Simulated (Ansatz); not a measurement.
**SiC: geometry relaxation (part 2 of 2)**

SiC (F-43m, 2 atoms in the cell); DFT PBE, scalar-relativistic, plane waves, PAW, no spin polarisation (Ansatz 0.2.0); cutoff 420 eV, 12×12×12 k-mesh, Gaussian smearing of 0.02 eV. The structure derives from an entry of the Crystallography Open Database.

Geometry of the input (Å; fractional positions):
```
0.0000  2.1740  2.1740
2.1740  0.0000  2.1740
2.1740  2.1740  0.0000
Si 0.0000  0.0000  0.0000
C  0.7500  0.7500  0.7500
```

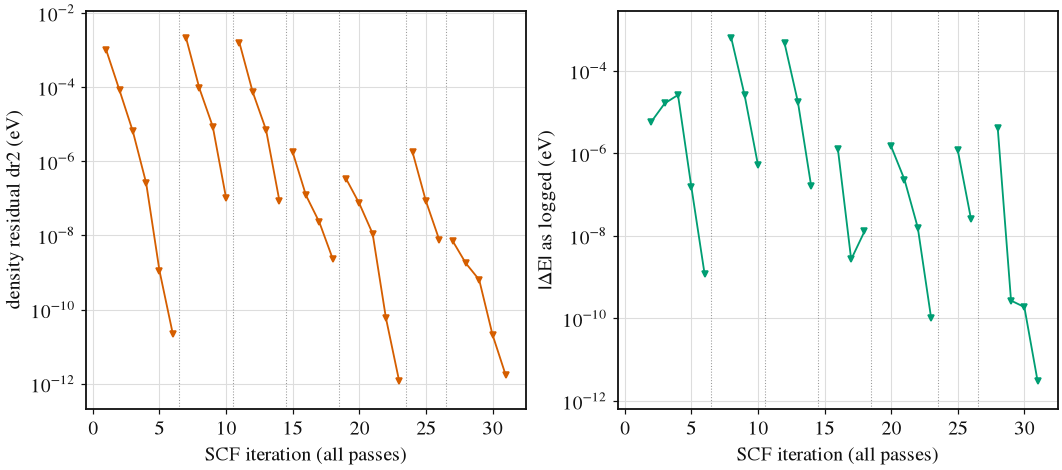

**Figure 1.** Convergence of the self-consistent field: density residual dr2 and size of the energy change against the SCF iteration. The dotted lines part the SCF passes of the relaxation: geometry steps, rejected trials and re-solves on a re-selected basis. The 7 passes take 3 to 6 iterations each, 31 in all.

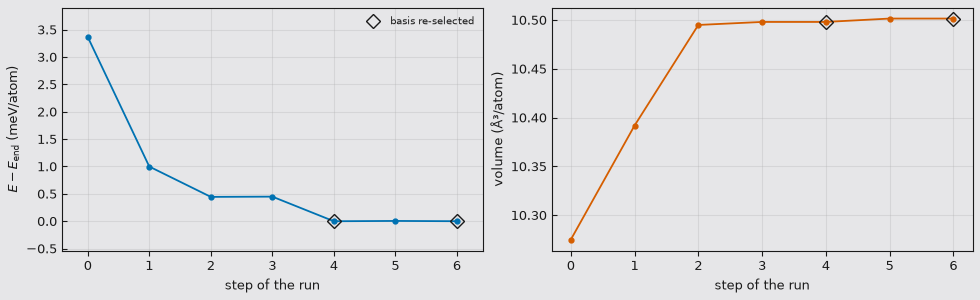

**Figure 2.** Progress of the relaxation, step by step (the first geometry is step 0 here and step 1 in the log).

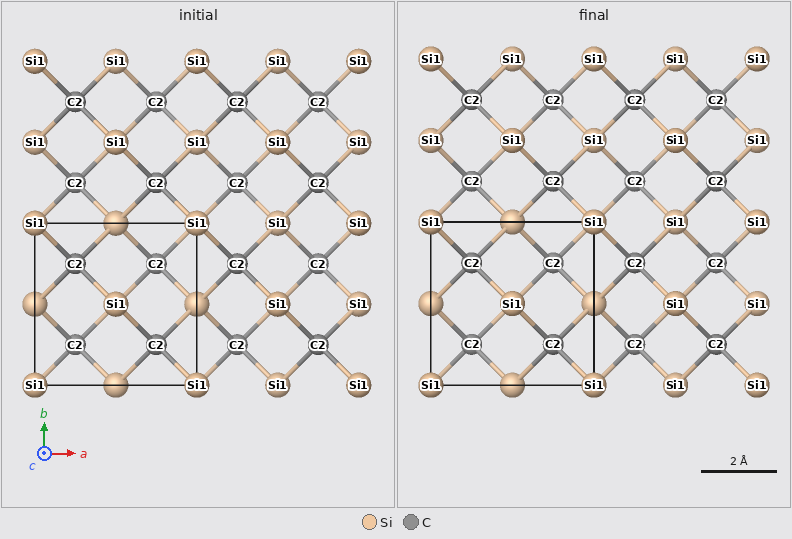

**Figure 3.** Before (left) and after (right) the relaxation, at one scale (ball-and-stick view of the cell 4 times as large as that of the calculation, set on its symmetry axes, repeated 2 × 2 × 1, along the c axis). After 4 geometry steps the energy has fallen by 3.4 meV per atom. All forces vanish by symmetry, so only the cell relaxes. The pressure goes from 4.84 to 0.00 GPa. The basis was re-selected once at an unchanged geometry, which shifts the energy a little without any move. No atom moves by more than 0.005 Å relative to the cell. Cell: a = b = c 4.348 → 4.380 Å (+0.7 %). Volume +2.2 %. Among the contacts that change: Si1–C2 1.883 → 1.896 Å. The space group stays F-43m (No. 216). The energy change given includes the shifts at the re-selections in mid-walk, which come without any move. A last SCF at the same geometry on a re-selected plane-wave basis shifts the energy by next to nothing (0.0 meV per atom). (Atoms are counted from 1 in the order of the input.)

```
basis re-selected at this cell: Δ(F+E_penalty+E_count) = -9.755e-6 eV, ΔP = +0.000 GPa vs the last step (what re-selecting the basis moved, of the pressure what is left beyond the Pulay correction that the steps carried, after the strain that the cell walked since its last selection, with what the two solves' SCF thresholds leave and, on support functions, any second-order correction that the steps lacked; it is no measure of the basis error at this ecutwfc). This SCF's stress stands 6.41e-4 GPa from its target on what of the cell is left free (relax.cell.stress_tol is 5.00e-2 GPa) and its largest allowed force component is 1.73e-16 eV/Å (relax.f_tol is 5.00e-3 eV/Å): within both
SCF converged after 5 iterations
Free energy (F): -887.160241 eV
Harris-Foulkes:  -887.160241 eV  (|F-HF|=0.00e0)
Internal energy: -887.160241 eV  (E = F + TS)
E sigma→0 (E₀):  -887.160241 eV
Fermi energy:    9.979223 eV
--- Per-component energies (eV) ---
  E_band       = 27.507867
  E_kinetic    = 134.917391
  E_local      = -105.315956  (includes V_loc(G=0)·N_el)
  E_nonlocal   = 51.664151
  E_hartree    = 32.203319
  E_xc         = -105.237090
  E_vxc        = -109.023320  (∫ρ·V_xc dr)
  E_paw        = -612.021124  (= ΣΔE_a)
  E_vpaw       = -9.141046  (= ΣTr[D̂ρ^β])
  E_aug_tail   = 0.000011  (compensation charges beyond the density's cutoff)
  E_ewald      = -283.370943
  E_smearing   = -0.000000  (= −TS)
  E_closure    = 0.000000  (closes the sum)
  Σ components = -887.160241   (vs F -887.160241, Δ=0.00e0)
--- Forces (eV/Å), atoms counted from 1 ---
  atom   1  Si    -0.00000000     0.00000000     0.00000000
  atom   2  C      0.00000000    -0.00000000    -0.00000000
  max |Σ_I F_I| component: 3.70e-17 eV/Å
--- Stress (GPa, compression-positive) ---
        0.000641      -0.000000       0.000000
       -0.000000       0.000641       0.000000
        0.000000       0.000000       0.000641
  P = ⅓ Tr σ = 0.0006 GPa (0.006 kbar)
--- Band table (eV; the first three rows and the last of 72) ---
  k-point 0: bands = ["-5.9944", "9.2927", "9.2927", "9.2927", "15.3326", "16.4997", "16.4997", "16.4997"]
  k-point 1: bands = ["-5.8602", "8.5667", "9.1982", "9.1982", "15.5903", "16.6370", "16.6736", "16.6736"]
  k-point 2: bands = ["-5.4615", "6.9318", "8.9640", "8.9640", "15.4924", "17.0145", "17.0145", "17.4993"]
  k-point 71: bands = ["-0.8225", "2.2909", "4.3731", "4.6653", "14.4801", "18.5856", "18.6088", "18.9975"]
--- Relaxed structure (5 steps of the walk, 5 accepted, 2 SCFs on fresh bases) ---
  F+E_penalty+E_count = -887.16024063 eV   max|allowed force component| = 1.735e-16 eV/Å   (the final SCF, on the basis selected at the relaxed cell)
  cell:  # Å, volume = 21.0030 Å³
    - [3.8128994386097593e-34, 2.1898641073629364, 2.1898641073629364]
    - [2.1898641073629364, 1.0182441602318886e-33, 2.1898641073629364]
    - [2.1898641073629364, 2.1898641073629364, 1.5031011159731515e-33]
  atoms:
    - { symbol: Si, position: [5.670633772356814e-34, -2.3485375021396407e-34, -6.510385885106156e-34] }
    - { symbol: C, position: [0.75, 0.75, 0.75] }
```

Trajectory as extended XYZ (Å, eV, eV/Å), 7 frames, from step=1 to step=7:
```
2
Lattice="0.0000 2.1740 2.1740 2.1740 0.0000 2.1740 2.1740 2.1740 0.0000" Properties=species:S:1:pos:R:3:forces:R:3 step=1 energy=-887.15351 pressure_GPa=4.84
Si    0.0000    0.0000    0.0000    0.0000   0.0000   0.0000
C     3.2610    3.2610    3.2610    0.0000   0.0000   0.0000
2
Lattice="0.0000 2.1822 2.1822 2.1822 0.0000 2.1822 2.1822 2.1822 0.0000" Properties=species:S:1:pos:R:3:forces:R:3 step=2 energy=-887.15824 pressure_GPa=2.24
Si    0.0000    0.0000    0.0000    0.0000   0.0000   0.0000
C     3.2733    3.2733    3.2733    0.0000   0.0000   0.0000
2
Lattice="0.0000 2.1894 2.1894 2.1894 0.0000 2.1894 2.1894 2.1894 0.0000" Properties=species:S:1:pos:R:3:forces:R:3 step=3 energy=-887.15935 pressure_GPa=0.06
Si    0.0000    0.0000    0.0000    0.0000   0.0000   0.0000
C     3.2841    3.2841    3.2841    0.0000   0.0000   0.0000
2
Lattice="0.0000 2.1896 2.1896 2.1896 0.0000 2.1896 2.1896 2.1896 0.0000" Properties=species:S:1:pos:R:3:forces:R:3 step=4 energy=-887.15934 pressure_GPa=0.00
Si    0.0000    0.0000    0.0000    0.0000   0.0000   0.0000
C     3.2844    3.2844    3.2844    0.0000   0.0000   0.0000
2
Lattice="0.0000 2.1896 2.1896 2.1896 0.0000 2.1896 2.1896 2.1896 0.0000" Properties=species:S:1:pos:R:3:forces:R:3 step=5 energy=-887.16024 pressure_GPa=0.07
Si    0.0000    0.0000    0.0000    0.0000   0.0000   0.0000
C     3.2844    3.2844    3.2844    0.0000   0.0000   0.0000
2
Lattice="0.0000 2.1899 2.1899 2.1899 0.0000 2.1899 2.1899 2.1899 0.0000" Properties=species:S:1:pos:R:3:forces:R:3 step=6 energy=-887.16023 pressure_GPa=0.00
Si    0.0000    0.0000    0.0000    0.0000   0.0000   0.0000
C     3.2848    3.2848    3.2848    0.0000   0.0000   0.0000
2
Lattice="0.0000 2.1899 2.1899 2.1899 0.0000 2.1899 2.1899 2.1899 0.0000" Properties=species:S:1:pos:R:3:forces:R:3 step=7 energy=-887.16024 pressure_GPa=0.00
Si    0.0000    0.0000    0.0000    0.0000   0.0000   0.0000
C     3.2848    3.2848    3.2848    0.0000   0.0000   0.0000
```

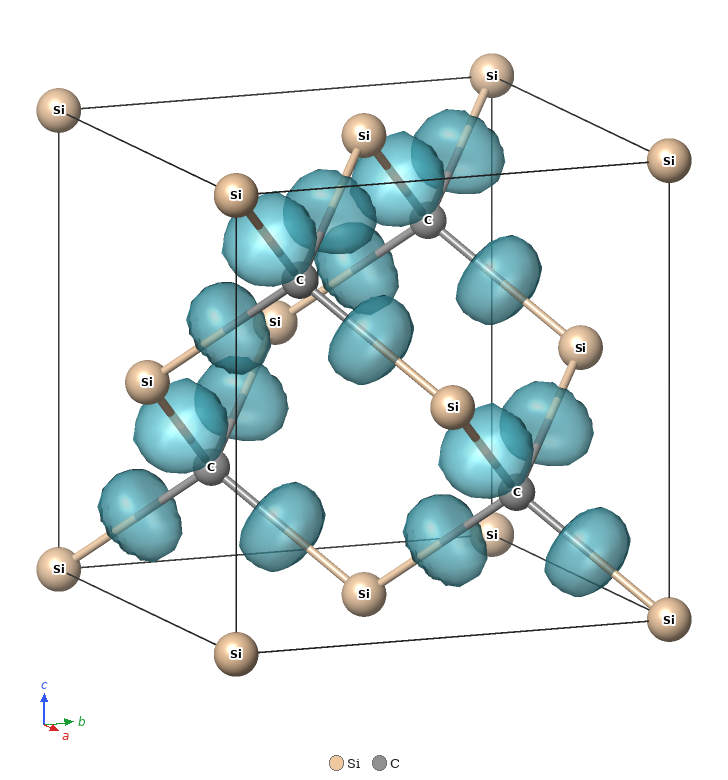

**Figure 4.** Isosurface of the ELF at 0.85 (cyan), seen slightly off an axis. Only the valence region is drawn (cores and ρ < 0.01 e/Å³ removed). Sticks mark near contacts. The outline is the cell set on symmetry axes. Values along the shortest contacts: In a PAW calculation such maps are meaningful between the atoms, not at the nuclei.

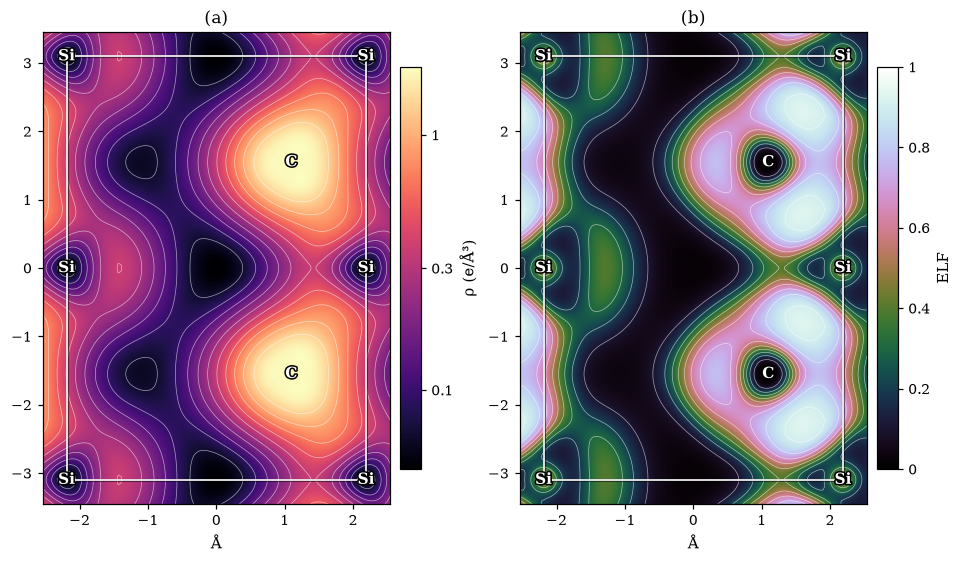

**Figure 5.** (a) valence charge density (pseudo); (b) ELF on the (101) plane of the conventional cell. Si–C (1.90 Å): ρ is about 0.87 e/Å³ halfway; the ELF peaks at about 0.95 between the atoms (a covalent bond). Away from the nuclei the density in this plane falls to 0.05 e/Å³ at its lowest.

Key numbers:

| quantity | value |
| --- | --- |
| outcome | converged |
| space group (tolerance 0.01 Å) | F-43m (216) |
| electrons treated | 8 |
| free energy | −887.1602 eV |
| Fermi energy | 9.979 eV |
| gap on the k-point mesh | 1.37 eV |
| pressure | 0.00 GPa |
| final volume | 21.00 Å³ |
| largest force (length of the vector) at the end | under 0.001 eV/Å |
| final cell | a = 3.097 Å, b = 3.097 Å, c = 3.097 Å, α = 60.00°, β = 60.00°, γ = 60.00° |
| wall time | 4 s (CPU time 14 s) |
| peak memory | 0.3 GiB |
